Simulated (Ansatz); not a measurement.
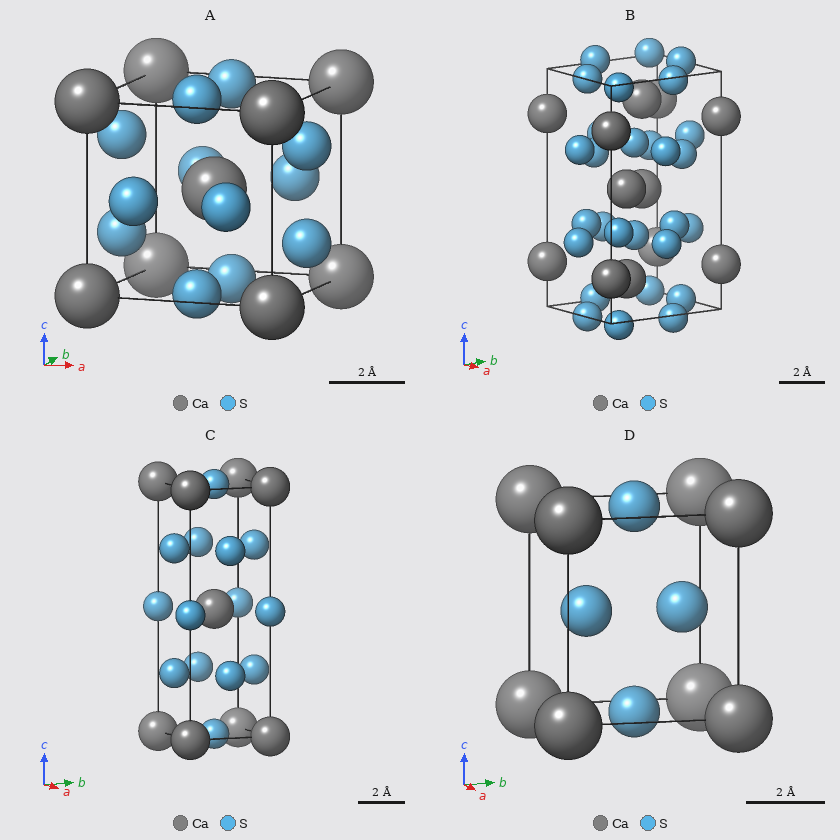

Four structures of CaS$_{3}$, each relaxed to rest (conventional cells in solid outline, small ones repeated, each panel with its own scale). Method: DFT PBE, scalar-relativistic, plane waves, PAW in Ansatz 0.2.0, without spin polarisation.

### What are the structures shown?

A: Cr₃Si (A15) type, Pm-3n; B: 24 atoms a cell on a rhombohedral (trigonal R) lattice, R-3m; C: 8 atoms a cell on a body-centred tetragonal lattice, I4/mmm; D: 4 atoms a cell on a primitive orthorhombic lattice, Pmmm.

### Rank them by energy, lowest first.

D, then B (+22 meV/atom), C (+114 meV/atom) and A (+172 meV/atom), energies at zero smearing.

### Collect the results in a table.

| panel | structure | E − E(lowest) (meV/atom) | volume (Å³/atom) | gap (eV) |
| --- | --- | --- | --- | --- |
| D | Pmmm | 0 | 22.5 | metal |
| B | R-3m | 22 | 23.5 | metal |
| C | I4/mmm | 114 | 19.9 | metal |
| A | Pm-3n | 172 | 18.7 | metal |

Some of these may be structure types tried for this composition rather than known phases, and the most stable form need not be among them. Gaps are taken on the k-mesh or band path of each run.
